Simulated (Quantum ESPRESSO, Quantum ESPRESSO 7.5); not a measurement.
# 1T-PbI2, 1 layer: parallel layout and speed

Aim: which layout of ranks, pools and threads brings 1T-PbI2, 1 layer to self-consistency fastest, and whether the result stays the same.

Main program and level: Quantum ESPRESSO 7.5; plane-wave DFT, PBE, SPMS norm-conserving pseudopotentials.

### 1. The structure

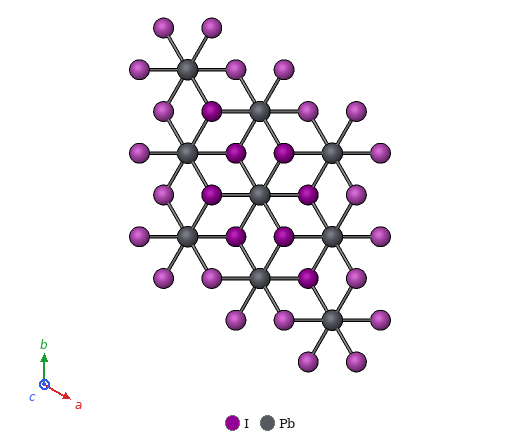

Start, viewed from above; iodine purple, lead dark grey. 2×2×1 cells are drawn. Some periodic images of atoms are drawn too.

The cell holds 3 atoms: 2 I and 1 Pb. Its edges and angles: a = 4.660 Å, b = 4.660 Å, c = 18.789 Å, α = 90.0°, β = 90.0°, γ = 120.0°. It derives from PbI2. Vacuum lies along c.

### 2. SCF with pw.x: 4 ranks, 4 pools, 1 thread a rank

The first run is the reference of the series.

c0.in reads:

```
&control
  prefix = 'c0'
  outdir = './out'
  pseudo_dir = './pseudo'
  calculation = 'scf'
  tprnfor = .true.
/
&system
  ibrav = 0
  nat = 3
  ntyp = 2
  ecutwfc = 60
  ecutrho = 240
  occupations = 'smearing'
  smearing = 'fd'
  degauss = 0.004
  assume_isolated = 'esm'
  esm_bc = 'bc1'
/
&electrons
  conv_thr = 1e-07
  mixing_beta = 0.4
  electron_maxstep = 120
  mixing_mode = 'local-TF'
/
ATOMIC_SPECIES
  I   126.9045  53_I_7_2.3_2.5_pbe_n_v1.0.upf
  Pb  207.2000  82_Pb_14_3.0_3.1_pbe_n_v1.0.upf
CELL_PARAMETERS angstrom
  4.66000000000000 0.00000000000000 0.00000000000000
  -2.33000000000000 4.03567838163548 0.00000000000000
  0.00000000000000 0.00000000000000 18.78885438199983
ATOMIC_POSITIONS crystal
  I   0.666666666667 0.333333333333 -0.047604136624
  Pb  0.000000000000 0.000000000000 0.000000000000
  I   0.333333333333 0.666666666667 0.047604136624
K_POINTS automatic
  6 6 1 0 0 0
```

On the command line:

```console
$ OMP_NUM_THREADS=1 mpirun -n 4 pw.x -nk 4 -in c0.in > c0.out
```

What it wrote:

```text
Program PWSCF v.7.5 starts
[citation notice left out]

     Parallel version (MPI & OpenMP), running on       4 processor cores
     Number of MPI processes:                 4
     Threads/MPI process:                     1

     MPI processes distributed on     1 nodes
[...]
Current dimensions of program PWSCF are:
     Max number of different atomic species (ntypx) = 10
     Max number of k-points (npk) =  40000
     Max angular momentum in pseudopotentials (lmaxx) =  4
     Message from routine setup:
     using ibrav=0 with symmetry is DISCOURAGED, use correct ibrav instead

     K-points division:     npool     =       4
     Subspace diagonalization in iterative solution of the eigenvalue problem:
     a serial algorithm will be used

     G-vector sticks info
     --------------------
     sticks:   dense  smooth     PW     G-vecs:    dense   smooth      PW
     Sum        1285    1285    361               149911   149911   22473

     Using Slab Decomposition

     bravais-lattice index     =            0
     lattice parameter (alat)  =       8.8061  a.u.
     unit-cell volume          =    2384.5112 (a.u.)^3
     number of atoms/cell      =            3
     number of atomic types    =            2
     number of electrons       =        28.00
     number of Kohn-Sham states=           18
     kinetic-energy cutoff     =      60.0000  Ry
     charge density cutoff     =     240.0000  Ry
     scf convergence threshold =      1.0E-07
     mixing beta               =       0.4000
     number of iterations used =            8  local-TF  mixing
     Exchange-correlation= PBE
                           (   1   4   3   4   0   0   0)

     Effective Screening Medium Method
     =================================
     Boundary Conditions: Vacuum-Slab-Vacuum
     total charge in unit cell        =   0.0000
     grid points for fit at edges     =        4

     celldm(1)=   8.806124  celldm(2)=   0.000000  celldm(3)=   0.000000
     celldm(4)=   0.000000  celldm(5)=   0.000000  celldm(6)=   0.000000

     crystal axes: (cart. coord. in units of alat)
               a(1) = (   1.000000   0.000000   0.000000 )
               a(2) = (  -0.500000   0.866025   0.000000 )
               a(3) = (   0.000000   0.000000   4.031943 )

     reciprocal axes: (cart. coord. in units 2 pi/alat)
               b(1) = (  1.000000  0.577350 -0.000000 )
               b(2) = (  0.000000  1.154701  0.000000 )
               b(3) = (  0.000000 -0.000000  0.248019 )

     PseudoPot. # 1 for I  read from file:
     ./pseudo/53_I_7_2.3_2.5_pbe_n_v1.0.upf
     Pseudo is Norm-conserving + core correction, Zval =  7.0
     Generated using ONCVPSP code by D. R. Hamann
     Using radial grid of 1188 points,  6 beta functions with:
                l(1) =   0
                l(2) =   0
                l(3) =   1
                l(4) =   1
                l(5) =   2
                l(6) =   2

     PseudoPot. # 2 for Pb read from file:
     ./pseudo/82_Pb_14_3.0_3.1_pbe_n_v1.0.upf
     Pseudo is Norm-conserving + core correction, Zval = 14.0
     Generated using ONCVPSP code by D. R. Hamann
     Using radial grid of 1692 points,  6 beta functions with:
                l(1) =   0
                l(2) =   0
                l(3) =   1
                l(4) =   1
                l(5) =   2
                l(6) =   2

     atomic species   valence    mass     pseudopotential
     I                 7.00   126.90450     I ( 1.00)
     Pb               14.00   207.20000     Pb( 1.00)

     12 Sym. Ops., with inversion, found

   Cartesian axes

     site n.     atom                  positions (alat units)
         1        I      tau(   1) = (   0.5000000   0.2886751  -0.1919372  )
         2        Pb     tau(   2) = (   0.0000000   0.0000000   0.0000000  )
         3        I      tau(   3) = (  -0.0000000   0.5773503   0.1919372  )

     number of k points=     7  Fermi-Dirac smearing, width (Ry)=  0.0040
                       cart. coord. in units 2pi/alat
        k(    1) = (   0.0000000   0.0000000   0.0000000), wk =   0.0555556
        k(    2) = (   0.0000000   0.1924501   0.0000000), wk =   0.3333333
        k(    3) = (   0.0000000   0.3849002   0.0000000), wk =   0.3333333
        k(    4) = (   0.0000000  -0.5773503   0.0000000), wk =   0.1666667
        k(    5) = (   0.1666667   0.2886751   0.0000000), wk =   0.3333333
        k(    6) = (   0.1666667   0.4811252   0.0000000), wk =   0.6666667
        k(    7) = (   0.3333333   0.5773503   0.0000000), wk =   0.1111111

     Dense  grid:   149911 G-vectors     FFT dimensions: (  45,  45, 180)

     Estimated max dynamical RAM per process >     189.81 MB

     Estimated total dynamical RAM >     649.43 MB

     Initial potential from superposition of free atoms

     starting charge      27.9977, renormalised to      28.0000

     negative rho (up, down):  6.206E-06 0.000E+00
     Starting wfcs are   17 randomized atomic wfcs +    1 random wfcs

     total cpu time spent up to now is        0.8 secs

     per-process dynamical memory:   105.6 Mb

     Self-consistent Calculation

     iteration #  1     ecut=    60.00 Ry     beta= 0.40
     Davidson diagonalization with overlap
     ethr =  1.00E-02,  avg # of iterations = 12.1

     Threshold (ethr) on eigenvalues was too large:
     Diagonalizing with lowered threshold

     Davidson diagonalization with overlap
     c_bands:  1 eigenvalues not converged
     ethr =  1.71E-04,  avg # of iterations = 16.6

     total cpu time spent up to now is        5.2 secs

     total energy              =    -177.37409638 Ry
     estimated scf accuracy    <       0.03255923 Ry

     iteration #  2     ecut=    60.00 Ry     beta= 0.40
[...]
negative rho (up, down):  1.664E-06 0.000E+00

[...]
total energy              =    -177.36669896 Ry
     estimated scf accuracy    <       0.01849799 Ry

     iteration #  3     ecut=    60.00 Ry     beta= 0.40
[...]
total energy              =    -177.37257366 Ry
     estimated scf accuracy    <       0.00069801 Ry

     iteration #  4     ecut=    60.00 Ry     beta= 0.40
[...]
c_bands:  1 eigenvalues not converged
[...]
total energy              =    -177.37452255 Ry
     estimated scf accuracy    <       0.00040521 Ry

     iteration #  5     ecut=    60.00 Ry     beta= 0.40
[...]
total energy              =    -177.37452040 Ry
     estimated scf accuracy    <       0.00027515 Ry

     iteration #  6     ecut=    60.00 Ry     beta= 0.40
[...]
total energy              =    -177.37456040 Ry
     estimated scf accuracy    <       0.00006723 Ry

     iteration #  7     ecut=    60.00 Ry     beta= 0.40
[...]
total energy              =    -177.37458436 Ry
     estimated scf accuracy    <       0.00005435 Ry

     iteration #  8     ecut=    60.00 Ry     beta= 0.40
[...]
negative rho (up, down):  1.826E-07 0.000E+00

[...]
total energy              =    -177.37456187 Ry
     estimated scf accuracy    <       0.00001590 Ry

     iteration #  9     ecut=    60.00 Ry     beta= 0.40
[...]
total energy              =    -177.37454415 Ry
     estimated scf accuracy    <       0.00001792 Ry

     iteration # 10     ecut=    60.00 Ry     beta= 0.40
[...]
negative rho (up, down):  1.312E-05 0.000E+00

[...]
total energy              =    -177.37449073 Ry
     estimated scf accuracy    <       0.00001246 Ry

     iteration # 11     ecut=    60.00 Ry     beta= 0.40
[...]
negative rho (up, down):  2.805E-06 0.000E+00

[...]
total energy              =    -177.37449189 Ry
     estimated scf accuracy    <       0.00000131 Ry

     iteration # 12     ecut=    60.00 Ry     beta= 0.40
[...]
total energy              =    -177.37449812 Ry
     estimated scf accuracy    <       0.00000182 Ry

     iteration # 13     ecut=    60.00 Ry     beta= 0.40
[...]
total energy              =    -177.37448501 Ry
     estimated scf accuracy    <       0.00000125 Ry

     iteration # 14     ecut=    60.00 Ry     beta= 0.40
[...]
total energy              =    -177.37448371 Ry
     estimated scf accuracy    <       0.00000034 Ry

     iteration # 15     ecut=    60.00 Ry     beta= 0.40
[...]
End of self-consistent calculation

          k = 0.0000 0.0000 0.0000 ( 18747 PWs)   bands (ev):

   -21.9114 -21.8642 -21.8642 -21.6770 -21.6770 -19.7996 -17.0106 -10.8281
    -8.3662  -8.3662  -8.2971  -8.2971  -7.4445  -7.3039  -2.8202  -1.9620
    -1.9620  -0.5888

          k = 0.0000 0.1925 0.0000 ( 18681 PWs)   bands (ev):

   -21.9107 -21.8552 -21.8519 -21.6813 -21.6771 -19.6353 -17.0057 -11.9915
    -9.4899  -9.2851  -7.7220  -7.1196  -6.7180  -6.2647  -2.9992  -2.1527
    -1.7269  -0.3930

          k = 0.0000 0.3849 0.0000 ( 18721 PWs)   bands (ev):

   -21.9930 -21.8283 -21.7641 -21.6879 -21.6761 -19.1299 -17.2011 -13.4624
   -10.2882  -9.6116  -7.6979  -6.3029  -6.2945  -5.2558  -2.8059  -0.8442
    -0.6936   0.3294

          k = 0.0000-0.5774 0.0000 ( 18740 PWs)   bands (ev):

   -22.0341 -21.8171 -21.7259 -21.6884 -21.6747 -18.6296 -17.5932 -13.9767
   -10.5712  -9.6526  -7.7314  -6.6069  -6.0412  -4.5605  -2.4940   0.0674
     0.2142   0.6628

          k = 0.1667 0.2887 0.0000 ( 18711 PWs)   bands (ev):

   -21.9474 -21.8710 -21.7762 -21.6860 -21.6772 -19.2873 -17.0926 -13.2425
   -10.2997  -9.0704  -7.4358  -7.2027  -6.2503  -5.3708  -2.6301  -1.4291
    -1.2657   0.1143

          k = 0.1667 0.4811 0.0000 ( 18724 PWs)   bands (ev):

   -21.9943 -21.8612 -21.7292 -21.6883 -21.6775 -18.6417 -17.4819 -14.2689
   -10.3339  -9.4885  -7.3727  -6.9903  -6.0075  -5.0067  -1.9327  -0.8125
     0.3085   0.5448

[...]
the Fermi energy is    -3.7996 ev

!    total energy              =    -177.37448301 Ry
     estimated scf accuracy    <       0.00000008 Ry
     smearing contrib. (-TS)   =      -0.00000002 Ry
     internal energy E=F+TS    =    -177.37448299 Ry

     The total energy is F=E-TS. E is the sum of the following terms:
     one-electron contribution =     257.39021135 Ry
     hartree contribution      =    -126.88220650 Ry
     xc contribution           =     -47.78865397 Ry
     ewald contribution        =    -260.09383387 Ry

     convergence has been achieved in  15 iterations

     Forces acting on atoms (cartesian axes, Ry/au):

     atom    1 type  1   force =     0.00000000   -0.00000000   -0.16492873
     atom    2 type  2   force =     0.00000000    0.00000000    0.00000000
     atom    3 type  1   force =     0.00000000    0.00000000    0.16492873

     Total force =     0.233244     Total SCF correction =     0.000074

[...]
=------------------------------------------------------------------------------=
   JOB DONE.
=------------------------------------------------------------------------------=
[...]
```

The job ended after 34 s (4 MPI ranks of Arm Neoverse V2, shared host; peak memory 0.65 GiB; 2.2 min of CPU time).

Numbers from this step:

* free energy: -2413.3028 eV
* Fermi energy: -3.800 eV
* valence top, on the run's zero: -4.560 eV
* conduction bottom, on the run's zero: -2.999 eV
* gap by band count: 1.561 eV
* vacuum line at the lower end of the cell, over the valence top: 4.560 eV
* vacuum line at the upper end of the cell, over the valence top: 4.560 eV

Electrostatic potential energy of an electron; zero at the highest filled level of the SCF mesh. Potential energy, planar mean against z:

```
z (Å)  potential energy, planar mean (eV)
   -9                                4.56
   -8                                4.56
   -7                                4.56
   -6                                4.56
   -5                                4.56
   -4                                4.55
   -3                                4.45
   -2                                2.65
   -1                               -11.9
    0                               -13.2
    1                               -11.9
    2                                2.65
    3                                4.45
    4                                4.55
    5                                4.56
    6                                4.56
    7                                4.56
    8                                4.56
    9                                4.56
```

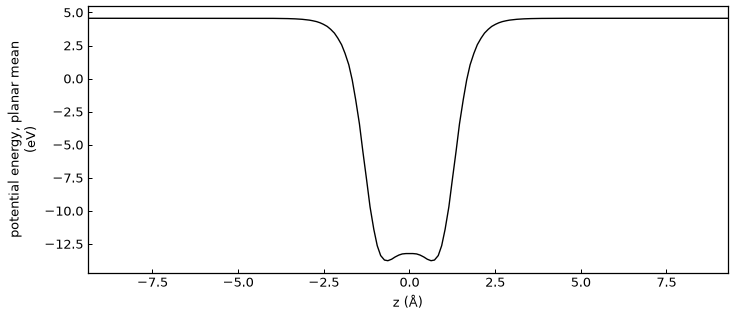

Potential energy, planar mean against z.

The program's own clock; routines nest. Time by routine:

```
     routine  wall time (s)  calls
       PWSCF          33.28      1
   electrons           32.2      1
     c_bands          18.46     16
     cegterg          14.94     32
       h_psi          12.72    243
        fftw          11.54   4590
    vloc_psi          10.99    243
     mix_rho           9.83     16
        ffts           5.73   1412
    sum_band           2.12     16
    v_of_rho            1.6     16
  add_vuspsi           0.88    243
      calbec           0.86    251
h_psi:calbec           0.81    243
```

The vacuum levels are read from the outermost 0.7 Å of the cell on either side.

The run needed 15 iterations to bring the estimated error under 1e-07 Ry; the largest force on any atom, held or free, is 4.24 eV/Å, so this geometry is far from relaxed and its levels are not those of the real material.

Inside the slab this potential holds the local part of the pseudopotentials, which can be repulsive at the nuclei; only its value in the vacuum has a meaning of its own.

### 3. SCF with pw.x: 4 ranks, 2 pools, 1 thread a rank

c1.in, as its differences from the input of step 2:

```diff
@@ -1,3 +1,3 @@
 &control
-  prefix = 'c0'
+  prefix = 'c1'
   outdir = './out'
```

On the command line:

```console
$ OMP_NUM_THREADS=1 mpirun -n 4 pw.x -nk 2 -in c1.in > c1.out
```

What it wrote:

```text
[banner, memory and clock lines left out]
Program PWSCF v.7.5 starts
[...]
Message from routine setup:
[...]
number of electrons       =        28.00
     number of Kohn-Sham states=           18
     kinetic-energy cutoff     =      60.0000  Ry
     charge density cutoff     =     240.0000  Ry
[...]
number of k points=     7  Fermi-Dirac smearing, width (Ry)=  0.0040
[...]
Dense  grid:   149911 G-vectors     FFT dimensions: (  45,  45, 180)
[...]
negative rho (up, down):  6.206E-06 0.000E+00
     Starting wfcs are   17 randomized atomic wfcs +    1 random wfcs
[...]
estimated scf accuracy    <       0.03246126 Ry
[...]
negative rho (up, down):  1.690E-06 0.000E+00
[...]
estimated scf accuracy    <       0.01845316 Ry
[...]
estimated scf accuracy    <       0.00071309 Ry
[...]
estimated scf accuracy    <       0.00041215 Ry
[...]
estimated scf accuracy    <       0.00023502 Ry
[...]
estimated scf accuracy    <       0.00007652 Ry
[...]
estimated scf accuracy    <       0.00006064 Ry
[...]
estimated scf accuracy    <       0.00001719 Ry
[...]
estimated scf accuracy    <       0.00003748 Ry
[...]
negative rho (up, down):  5.052E-07 0.000E+00
[...]
estimated scf accuracy    <       0.00001469 Ry
[...]
negative rho (up, down):  2.826E-07 0.000E+00
[...]
estimated scf accuracy    <       0.00000457 Ry
[...]
negative rho (up, down):  1.311E-07 0.000E+00
[...]
estimated scf accuracy    <       0.00000438 Ry
[...]
negative rho (up, down):  8.126E-06 0.000E+00
[...]
estimated scf accuracy    <       0.00000311 Ry
[...]
estimated scf accuracy    <       0.00000170 Ry
[...]
negative rho (up, down):  2.669E-07 0.000E+00
[...]
estimated scf accuracy    <       0.00000048 Ry
[...]
negative rho (up, down):  4.620E-07 0.000E+00
[...]
estimated scf accuracy    <       0.00000013 Ry
[...]
the Fermi energy is    -3.8004 ev
!    total energy              =    -177.37448306 Ry
     estimated scf accuracy    <          5.4E-09 Ry
     smearing contrib. (-TS)   =      -0.00000002 Ry
     internal energy E=F+TS    =    -177.37448305 Ry
[...]
one-electron contribution =     257.39049765 Ry
     hartree contribution      =    -126.88235685 Ry
     xc contribution           =     -47.78878997 Ry
     ewald contribution        =    -260.09383387 Ry
     convergence has been achieved in  17 iterations
[...]
Total force =     0.233285     Total SCF correction =     0.000011
[...]
```

Wall time 32 s (4 MPI ranks); peak memory 0.48 GiB.

This step gave:

```
valence top, on the run's zero                                 : -4.561 eV
conduction bottom, on the run's zero                           : -3.000 eV
gap by band count                                              : 1.562 eV
vacuum line at the lower end of the cell, over the valence top : 4.561 eV
vacuum line at the upper end of the cell, over the valence top : 4.561 eV
```

The program's own clock; routines nest. Time by routine:

```
     routine  wall time (s)  calls
       PWSCF          31.21      1
   electrons          30.41      1
     c_bands          21.13     18
     cegterg          19.26     72
       h_psi          16.56    622
        fftw          15.33  10360
    vloc_psi          14.49    622
     mix_rho           5.82     18
        ffts           3.42   1648
    sum_band            2.4     18
  add_vuspsi           1.03    622
      calbec           1.03    638
h_psi:calbec           0.98    622
    v_of_rho           0.91     18
```

Counted from each run's own zero (the valence top), the vacuum level differs from the first run's by +1 meV.

### 4. Ground state: 4 ranks, 1 pool, 1 thread a rank

c2.in, as its differences from the input of step 3:

```diff
@@ -1,3 +1,3 @@
 &control
-  prefix = 'c1'
+  prefix = 'c2'
   outdir = './out'
```

On the command line:

```console
$ OMP_NUM_THREADS=1 mpirun -n 4 pw.x -nk 1 -in c2.in > c2.out
```

What it wrote:

```text
[banner, memory and clock lines left out]
Program PWSCF v.7.5 starts
[...]
Message from routine setup:
[...]
number of electrons       =        28.00
     number of Kohn-Sham states=           18
     kinetic-energy cutoff     =      60.0000  Ry
     charge density cutoff     =     240.0000  Ry
[...]
number of k points=     7  Fermi-Dirac smearing, width (Ry)=  0.0040
[...]
Dense  grid:   149911 G-vectors     FFT dimensions: (  45,  45, 180)
[...]
negative rho (up, down):  6.206E-06 0.000E+00
     Starting wfcs are   17 randomized atomic wfcs +    1 random wfcs
[...]
estimated scf accuracy    <       0.03242018 Ry
[...]
negative rho (up, down):  1.506E-06 0.000E+00
[...]
estimated scf accuracy    <       0.01840397 Ry
[...]
estimated scf accuracy    <       0.00072616 Ry
[...]
estimated scf accuracy    <       0.00040423 Ry
[...]
estimated scf accuracy    <       0.00030433 Ry
[...]
estimated scf accuracy    <       0.00009176 Ry
[...]
estimated scf accuracy    <       0.00012882 Ry
[...]
estimated scf accuracy    <       0.00001456 Ry
[...]
estimated scf accuracy    <       0.00006143 Ry
[...]
negative rho (up, down):  7.142E-07 0.000E+00
[...]
estimated scf accuracy    <       0.00004438 Ry
[...]
estimated scf accuracy    <       0.00000272 Ry
[...]
estimated scf accuracy    <       0.00000108 Ry
[...]
estimated scf accuracy    <       0.00000077 Ry
[...]
estimated scf accuracy    <       0.00000016 Ry
[...]
the Fermi energy is    -3.8007 ev
!    total energy              =    -177.37448306 Ry
     estimated scf accuracy    <       0.00000001 Ry
     smearing contrib. (-TS)   =      -0.00000002 Ry
     internal energy E=F+TS    =    -177.37448304 Ry
[...]
one-electron contribution =     257.38968546 Ry
     hartree contribution      =    -126.88141765 Ry
     xc contribution           =     -47.78891698 Ry
     ewald contribution        =    -260.09383387 Ry
     convergence has been achieved in  15 iterations
[...]
Total force =     0.233210     Total SCF correction =     0.000028
[...]
```

The job ended after 23 s (4 MPI ranks; peak memory 0.39 GiB; 93 s of CPU time).

Read from the output:

- Fermi energy: -3.801 eV
- valence top, on the run's zero: -4.562 eV
- vacuum line at the lower end of the cell, over the valence top: 4.562 eV
- vacuum line at the upper end of the cell, over the valence top: 4.562 eV

The program's own clock; routines nest. Time by routine:

```
     routine  wall time (s)  calls
       PWSCF          22.84      1
   electrons          22.23      1
     c_bands          17.35     16
     cegterg          16.82    112
       h_psi          14.25   1030
        fftw          13.05  17646
    vloc_psi          12.46   1030
     mix_rho            2.6     16
    sum_band           1.81     16
        ffts           1.49   1414
      calbec           0.91   1058
  add_vuspsi           0.88   1030
h_psi:calbec           0.87   1030
    v_of_rho           0.49     16
```

Counted from each run's own zero (the valence top), the vacuum level differs from the first run's by +1 meV.

(Part 1 of 2 ends here.)

[Logs are printed without paths, hosts, clocks, repeated set-up lines and the standing remarks that a program may print on its own settings, such as how far it seeks lower states.]

[Hosts, paths, dates, database ids (printed as entryN), source tags and the programs' standing remarks are cut or masked in the printed files.]

[Maps of the electrostatic potential energy from Ansatz leave out the sawtooth potential of an applied field or a dipole correction, so their vacuum need not be flat; planar profiles and work functions include it.]
